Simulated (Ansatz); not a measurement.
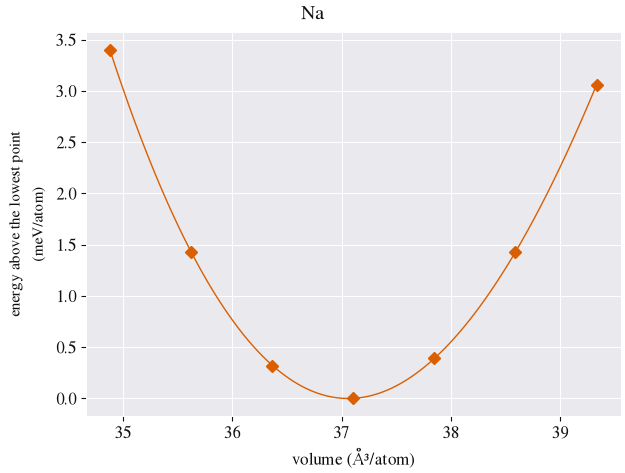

The figure shows the energy above the lowest point against volume for Na, space group Fm-3m (No. 225) (one of a set of cubic test structures, which need not be the stable phase).

Calculation (Ansatz 0.2.0 development build): equation of state of a cubic crystal from periodic Kohn-Sham density functional theory without spin, third-order Birch-Murnaghan fit to the free energies; pressure corrected for the finite basis. Level: PBE.

| setting | value |
| --- | --- |
| structure type | fcc |
| atoms in cell | 1 |
| space group number | 225 |
| lattice centring | face-centred primitive |
| k mesh | 35×35×35 |
| occupation method | Fermi–Dirac |
| occupation width | 0.06123 eV |
| wave cutoff | 420 eV |
| datasets | soft-1 PAW |
| density tolerance | 1e−07 eV |
| bands | 9 |
| density cutoff ratio | 4 |
| search for lower states | default |

From this curve and the settings, what does the calculation give for the pressure at the same points?

The pressure falls from 0.52 GPa at volume 34.88 Å³/atom to −0.41 GPa at 39.33 Å³/atom, and changes sign near 37.06 Å³/atom.

| volume (Å³/atom) | pressure (GPa) |
| --- | --- |
| 34.88 | 0.52 |
| 35.62 | 0.33 |
| 36.36 | 0.15 |
| 37.11 | −0.01 |
| 37.85 | −0.16 |
| 38.59 | −0.29 |
| 39.33 | −0.41 |

Note: cubic model structure, not the ambient form.
